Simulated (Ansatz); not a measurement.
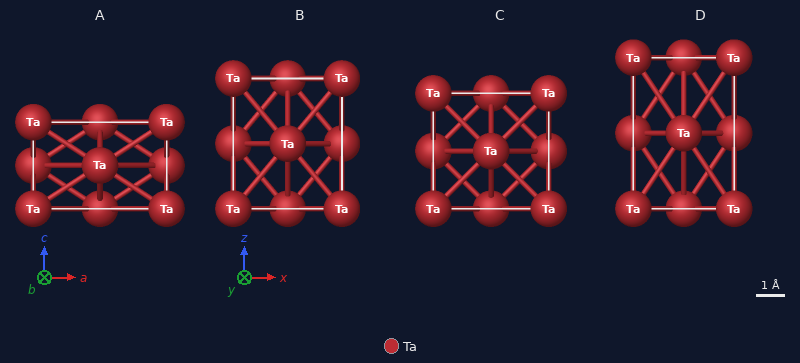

Solid Ta (Fm-3m): the ratio of the cell's length along z to its lengths across, counted as 1 for the reference, is changed at fixed volume (a tetragonal or Bain path), with the atoms kept at their fractional coordinates. x, y and z are the Cartesian axes of the input. The picture is a ball-and-stick view of the conventional cell (4 times the calculation's cell), seen along the b axis. Lengths and directions refer to the drawn axes.

Computed with DFT PBEsol, scalar-relativistic, plane waves, PAW (Ansatz). Set-up: plane-wave cutoff 420 eV; k-point mesh 28 × 28 × 28; occupations gaussian; smearing width 0.15 eV; no spin polarisation. Energies (free energies at the smearing named) are counted from the relaxed crystal.

Question: Rank the frames from lowest to highest energy.

Answer: Lowest first: A (the relative ratio 0.65, −231 meV/atom), B (the relative ratio 1.20, −87 meV/atom), C (the relative ratio 1.00, 0 meV/atom), D (the relative ratio 1.50, 272 meV/atom). Over the whole scan: of the computed points the lowest is at the relative ratio 0.707, −256 meV/atom. Further local minima among the points: 1.20 (−87 meV/atom). A local maximum lies at 1.00 (0 meV/atom). At the ends of the scan the energy is −231 meV/atom (0.65) and 272 meV/atom (1.50). The distortion takes the space group from Fm-3m to I4/mmm, except for Im-3m at 0.707. At the relative ratio 1.50 the cell of the drawing goes a 4.176 → 3.648 Å, b 4.176 → 3.648 Å, c 4.176 → 5.472 Å.
